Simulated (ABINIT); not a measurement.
Geometry relaxation, with input and output: Ge (part 1 of 2)

System: Ge (Fd-3m, 2 atoms in the cell).
Method: Kohn-Sham DFT of a periodic cell, PBE, JTH PAW PBE v2.0, no spin polarisation (ABINIT 10.8.3).

The structure derives from an entry of the Crystallography Open Database.

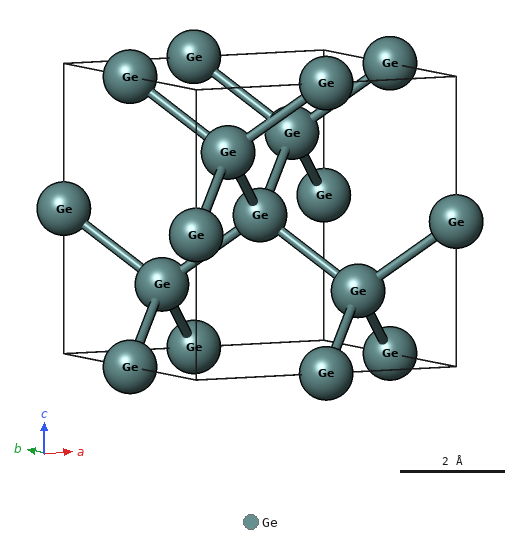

Fig. 1: The structure as given in the input (ball-and-stick view of the cell 4 times as large as that of the calculation, set on its symmetry axes, seen at an oblique angle). Near neighbours in the crystal (not all of them lie inside the picture): Ge has 4 Ge at 2.45 Å.

## The input
```
# Pseudopotentials
pp_dirpath "./"
pseudos "Ge.GGA_PBE-JTH.xml"

# Structure
acell 7.5601949712 7.5601949712 7.5601949712
rprim
     0.0000000000     0.7071067812     0.7071067812
     0.7071067812     0.0000000000     0.7071067812
     0.7071067812     0.7071067812     0.0000000000
ntypat 1
znucl 32
natom 2
typat 1 1
chkprim 0
chksymtnons 0
tolsym 1.0e-6
xred
            3/4            3/4            3/4
            1/2            1/2            1/2

# Plane-wave basis
ecut 598.650497 eV
pawecutdg 44.0
ecutsm 0.5

# k points
kptopt 1
ngkpt 6 6 6
nshiftk 1
shiftk 0.0 0.0 0.0

# Exchange and correlation
ixc 11

# Bands and occupations
nband 18
occopt 3
tsmear 0.00183747

# SCF cycle
nstep 80
tolvrs 1.0e-10

# Output
iomode 3
prteig 0
prtebands 0
prtwf 0
prtden 0

# Relaxation
ionmov 2
optcell 2
ntime 50
tolmxf 2.0e-5
dilatmx 1.08
```

Launch command:
```bash
abinit run.abi > log 2>&1
```

## Output
```
.Version 10.8.3 of ABINIT
 Symmetries : space group Fd -3 m (#227); Bravais cF (face-center cubic)
================================================================================
 Values of the parameters that define the memory need of the present run
     intxc =       0    ionmov =       2      iscf =      17    lmnmax =      18
     lnmax =       6     mgfft =      36  mpssoang =       3    mqgrid =    3001
     natom =       2  nloc_mem =       2    nspden =       1   nspinor =       1
    nsppol =       1      nsym =      48    n1xccc =       1    ntypat =       1
    occopt =       3   xclevel =       2
       mpw =        1908          nfft =       46656          nkpt =          16
 PAW method is used; the additional fine FFT grid is defined by:
   mgfftf=        50    nfftf =    125000
================================================================================
================================================================================

--------------------------------------------------------------------------------
------------- Echo of variables that govern the present computation ------------
--------------------------------------------------------------------------------
 -outvars: echo values of preprocessed input variables --------
            acell      7.5601949712E+00  7.5601949712E+00  7.5601949712E+00 Bohr
              amu      7.26100000E+01
          chkprim           0
      chksymtnons           0
          dilatmx      1.08000000E+00
             ecut      2.20000000E+01 Hartree
           ecutsm      5.00000000E-01 Hartree
           ionmov           2
              ixc          11
         kptrlatt        6    0    0      0    6    0      0    0    6
          kptrlen      4.53611698E+01
            natom           2
            nband          18
            ngfft          36      36      36
          ngfftdg          50      50      50
             nkpt          16
            nstep          80
             nsym          48
            ntime          50
           ntypat           1
           occopt           3
          optcell           2
        pawecutdg      4.40000000E+01 Hartree
         pawxcdev           0
           prtden           0
        prtebands           0
           prteig           0
            prtwf           0
            rprim      0.0000000000E+00  7.0710678120E-01  7.0710678120E-01
                       7.0710678120E-01  0.0000000000E+00  7.0710678120E-01
                       7.0710678120E-01  7.0710678120E-01  0.0000000000E+00
          spgroup         227
           tolmxf      2.00000000E-05
           tolsym      1.00000000E-06
           tolvrs      1.00000000E-10
           tsmear      1.83747000E-03 Hartree
            typat      1  1
           useylm           1
           xangst      4.2433649972E+00  4.2433649972E+00  4.2433649972E+00
                       2.8289099981E+00  2.8289099981E+00  2.8289099981E+00
            xcart      8.0187976970E+00  8.0187976970E+00  8.0187976970E+00
                       5.3458651313E+00  5.3458651313E+00  5.3458651313E+00
             xred      7.5000000000E-01  7.5000000000E-01  7.5000000000E-01
                       5.0000000000E-01  5.0000000000E-01  5.0000000000E-01
            znucl       32.00000

================================================================================

 chkinp: Checking input parameters for consistency.

================================================================================
== DATASET  1 ==================================================================

--- !DatasetInfo
iteration_state: {dtset: 1, }
dimensions: {natom: 2, nkpt: 16, mband: 18, nsppol: 1, nspinor: 1, nspden: 1, mpw: 1908, }
cutoff_energies: {ecut:  22.0, pawecutdg:  44.0, }
electrons: {nelect:   2.80000000E+01, charge:   0.00000000E+00, occopt:   3.00000000E+00, tsmear:   1.83747000E-03, }
meta: {optdriver: 0, ionmov: 2, optcell: 2, iscf: 17, paral_kgb: 0, }
...

 Exchange-correlation functional for the present dataset will be:
  GGA: Perdew-Burke-Ernzerhof functional - ixc=11
  J.P.Perdew, K.Burke, M.Ernzerhof, PRL 77, 3865 (1996)

 Real(R)+Recip(G) space primitive vectors, cartesian coordinates (Bohr,Bohr^-1):
 R(1)=  0.0000000  5.3458651  5.3458651  G(1)= -0.0935302  0.0935302  0.0935302
 R(2)=  5.3458651  0.0000000  5.3458651  G(2)=  0.0935302 -0.0935302  0.0935302
 R(3)=  5.3458651  5.3458651  0.0000000  G(3)=  0.0935302  0.0935302 -0.0935302
 Unit cell volume ucvol=  3.0555120E+02 bohr^3
 Angles (23,13,12)=  6.00000000E+01  6.00000000E+01  6.00000000E+01 degrees

 Coarse grid specifications (used for wave-functions):

 getcut: wavevector=  0.0000  0.0000  0.0000  ngfft=  36  36  36
         ecut(hartree)=     25.661   => boxcut(ratio)=   2.08819

 Fine grid specifications (used for densities):

 getcut: wavevector=  0.0000  0.0000  0.0000  ngfft=  50  50  50
         ecut(hartree)=     51.322   => boxcut(ratio)=   2.05161

--- Pseudopotential description ------------------------------------------------
- pspini: atom type   1  psp file is ./Ge.GGA_PBE-JTH.xml
 Pseudopotential format is: paw10
 basis_size (lnmax)=  6 (lmn_size= 18), orbitals=   0   0   1   1   2   2
 Spheres core radius: rc_sph= 2.30476891
 Shapefunction is SIN type: shapef(r)=[sin(pi*r/rshp)/(pi*r/rshp)]**2
 Radius for shape functions =  1.99988291
 Compensation charge density is not taken into account in XC energy/potential

   1.13473484E+03                                ecore*ucvol(ha*bohr**3)
--------------------------------------------------------------------------------

================================================================================

=== [ionmov= 2] Broyden-Fletcher-Goldfarb-Shanno method (forces)
================================================================================

--- Iteration: ( 1/50) Internal Cycle: (1/1)
--------------------------------------------------------------------------------

---SELF-CONSISTENT-FIELD CONVERGENCE--------------------------------------------

--- !BeginCycle
iteration_state: {dtset: 1, itime: 1, icycle: 1, }
solver: {iscf: 17, nstep: 80, nline: 4, wfoptalg: 10, }
tolerances: {tolvrs: 1.00E-10, }
...

     iter   Etot(hartree)      deltaE(h)  residm     nres2
 ETOT  1  -190.15122419238    -1.902E+02 4.228E+00 3.999E+00
 ETOT  2  -191.16152514150    -1.010E+00 3.980E-01 1.401E+00
 ETOT  3  -191.15750417502     4.021E-03 5.571E-02 2.656E-01
 ETOT  4  -191.15669961533     8.046E-04 1.280E-02 4.187E-02
 ETOT  5  -191.15663886549     6.075E-05 1.113E-02 8.233E-03
 ETOT  6  -191.15669780837    -5.894E-05 1.073E-03 9.084E-04
 ETOT  7  -191.15669834858    -5.402E-07 1.801E-03 4.332E-05
 ETOT  8  -191.15669828893     5.965E-08 2.462E-04 3.300E-06
 ETOT  9  -191.15669829748    -8.542E-09 3.411E-04 1.159E-06
 ETOT 10  -191.15669829114     6.340E-09 6.103E-05 1.486E-08
 ETOT 11  -191.15669829187    -7.335E-10 6.462E-05 1.921E-08
 ETOT 12  -191.15669829182     4.718E-11 1.478E-05 1.086E-09
 ETOT 13  -191.15669829184    -1.631E-11 1.238E-05 2.135E-09
 ETOT 14  -191.15669829183     6.253E-12 3.617E-06 6.409E-12

 At SCF step   14       nres2   =  6.41E-12 < tolvrs=  1.00E-10 =>converged.

 Cartesian components of stress tensor (hartree/bohr^3)
  sigma(1 1)= -1.30739509E-04  sigma(3 2)=  0.00000000E+00
  sigma(2 2)= -1.30739509E-04  sigma(3 1)=  0.00000000E+00
  sigma(3 3)= -1.30739509E-04  sigma(2 1)=  0.00000000E+00

--- !ResultsGS
iteration_state: {dtset: 1, itime: 1, icycle: 1, }
comment   : Summary of ground state results
lattice_vectors:
- [  0.0000000,   5.3458651,   5.3458651, ]
- [  5.3458651,   0.0000000,   5.3458651, ]
- [  5.3458651,   5.3458651,   0.0000000, ]
lattice_lengths: [   7.56019,    7.56019,    7.56019, ]
lattice_angles: [ 60.000,  60.000,  60.000, ] # degrees, (23, 13, 12)
lattice_volume:   3.0555120E+02
convergence: {deltae:  6.253E-12, res2:  6.409E-12, residm:  3.617E-06, diffor: null, }
etotal    :  -1.91156698E+02
entropy   :   0.00000000E+00
fermie    :   2.57979542E-01
cartesian_stress_tensor: # hartree/bohr^3
- [ -1.30739509E-04,   0.00000000E+00,   0.00000000E+00, ]
- [  0.00000000E+00,  -1.30739509E-04,   0.00000000E+00, ]
- [  0.00000000E+00,   0.00000000E+00,  -1.30739509E-04, ]
pressure_GPa:   3.8465E+00
xred      :
- [  7.5000E-01,   7.5000E-01,   7.5000E-01, Ge]
- [  5.0000E-01,   5.0000E-01,   5.0000E-01, Ge]
cartesian_forces: # hartree/bohr
- [  2.45941142E-31,  -2.45941142E-31,   5.41070512E-31, ]
- [ -2.45941142E-31,   2.45941142E-31,  -5.41070512E-31, ]
force_length_stats: {min:   6.43219550E-31, max:   6.43219550E-31, mean:   6.43219550E-31, }
...

 Integrated electronic density in atomic spheres:
 ------------------------------------------------
 Atom  Sphere_radius  Integrated_density
    1        2.30477         12.38792469
    2        2.30477         12.39704351

---OUTPUT-----------------------------------------------------------------------

 Cartesian coordinates (xcart) [bohr]
  8.01879769699449E+00  8.01879769699449E+00  8.01879769699449E+00
  5.34586513132966E+00  5.34586513132966E+00  5.34586513132966E+00
 Reduced coordinates (xred)
  7.50000000000000E-01  7.50000000000000E-01  7.50000000000000E-01
  5.00000000000000E-01  5.00000000000000E-01  5.00000000000000E-01
 Cartesian forces (fcart) [Ha/bohr]; max,rms= 5.41071E-31 3.71363E-31 (free atoms)
  2.45941141998346E-31 -2.45941141998346E-31  5.41070512396361E-31
 -2.45941141998346E-31  2.45941141998346E-31 -5.41070512396361E-31
 Gradient of E wrt nuclear positions in reduced coordinates (gred)
 -1.57772181044202E-30 -4.20725816117873E-30 -3.07494471032314E-48
  1.57772181044202E-30  4.20725816117873E-30  3.07494471032314E-48
 Scale of Primitive Cell (acell) [bohr]
  7.56019497120000E+00  7.56019497120000E+00  7.56019497120000E+00
 Real space primitive translations (rprimd) [bohr]
  0.00000000000000E+00  5.34586513132966E+00  5.34586513132966E+00
  5.34586513132966E+00  0.00000000000000E+00  5.34586513132966E+00
  5.34586513132966E+00  5.34586513132966E+00  0.00000000000000E+00
 Unitary Cell Volume (ucvol) [Bohr^3]=  3.05551197005670E+02
 Angles (23,13,12)= [degrees]
  6.00000000000000E+01  6.00000000000000E+01  6.00000000000000E+01
 Lengths [Bohr]
  7.56019497134383E+00  7.56019497134383E+00  7.56019497134383E+00
 Stress tensor in cartesian coordinates (strten) [Ha/bohr^3]
 -1.30739508652481E-04  0.00000000000000E+00  0.00000000000000E+00
  0.00000000000000E+00 -1.30739508652481E-04  0.00000000000000E+00
  0.00000000000000E+00  0.00000000000000E+00 -1.30739508652476E-04
 Total energy (etotal) [Ha]= -1.91156698291832E+02

--- Iteration: ( 2/50) Internal Cycle: (1/1)
--------------------------------------------------------------------------------

---SELF-CONSISTENT-FIELD CONVERGENCE--------------------------------------------

--- !BeginCycle
iteration_state: {dtset: 1, itime: 2, icycle: 1, }
solver: {iscf: 17, nstep: 80, nline: 4, wfoptalg: 10, }
tolerances: {tolvrs: 1.00E-10, }
...

     iter   Etot(hartree)      deltaE(h)  residm     nres2
 ETOT  1  -191.16050919159    -1.912E+02 8.134E-04 7.865E-01
 ETOT  2  -191.15744338335     3.066E-03 3.309E-04 5.705E-02
 ETOT  3  -191.15717367814     2.697E-04 2.666E-04 1.803E-02
 ETOT  4  -191.15709702618     7.665E-05 7.412E-05 3.058E-03
 ETOT  5  -191.15711154143    -1.452E-05 5.111E-05 4.108E-04
 ETOT  6  -191.15711727500    -5.734E-06 3.835E-06 4.101E-05
 ETOT  7  -191.15711772507    -4.501E-07 3.236E-06 2.600E-06
 ETOT  8  -191.15711773546    -1.040E-08 3.920E-07 6.935E-08
 ETOT  9  -191.15711773639    -9.256E-10 1.545E-07 6.182E-09
 ETOT 10  -191.15711773643    -4.434E-11 1.678E-07 1.150E-09
 ETOT 11  -191.15711773644    -3.638E-12 2.238E-08 2.360E-11

 At SCF step   11       nres2   =  2.36E-11 < tolvrs=  1.00E-10 =>converged.

 Cartesian components of stress tensor (hartree/bohr^3)
  sigma(1 1)= -1.02032879E-04  sigma(3 2)=  0.00000000E+00
  sigma(2 2)= -1.02032879E-04  sigma(3 1)=  0.00000000E+00
  sigma(3 3)= -1.02032879E-04  sigma(2 1)=  0.00000000E+00

--- !ResultsGS
iteration_state: {dtset: 1, itime: 2, icycle: 1, }
comment   : Summary of ground state results
lattice_vectors:
- [  0.0000000,   5.3668326,   5.3668326, ]
- [  5.3668326,   0.0000000,   5.3668326, ]
- [  5.3668326,   5.3668326,   0.0000000, ]
lattice_lengths: [   7.58985,    7.58985,    7.58985, ]
lattice_angles: [ 60.000,  60.000,  60.000, ] # degrees, (23, 13, 12)
lattice_volume:   3.0916060E+02
convergence: {deltae: -3.638E-12, res2:  2.360E-11, residm:  2.238E-08, diffor: null, }
etotal    :  -1.91157118E+02
entropy   :   0.00000000E+00
fermie    :   2.52073988E-01
cartesian_stress_tensor: # hartree/bohr^3
- [ -1.02032879E-04,   0.00000000E+00,   0.00000000E+00, ]
- [  0.00000000E+00,  -1.02032879E-04,   0.00000000E+00, ]
- [  0.00000000E+00,   0.00000000E+00,  -1.02032879E-04, ]
pressure_GPa:   3.0019E+00
xred      :
- [  7.5000E-01,   7.5000E-01,   7.5000E-01, Ge]
- [  5.0000E-01,   5.0000E-01,   5.0000E-01, Ge]
cartesian_forces: # hartree/bohr
- [  1.37188959E-30,   8.75811540E-47,  -3.91968454E-31, ]
- [ -1.37188959E-30,  -4.37905770E-47,   3.91968454E-31, ]
force_length_stats: {min:   1.42678671E-30, max:   1.42678671E-30, mean:   1.42678671E-30, }
...

 Integrated electronic density in atomic spheres:
 ------------------------------------------------
 Atom  Sphere_radius  Integrated_density
    1        2.30477         12.39981640
    2        2.30477         12.39195399

---OUTPUT-----------------------------------------------------------------------
```
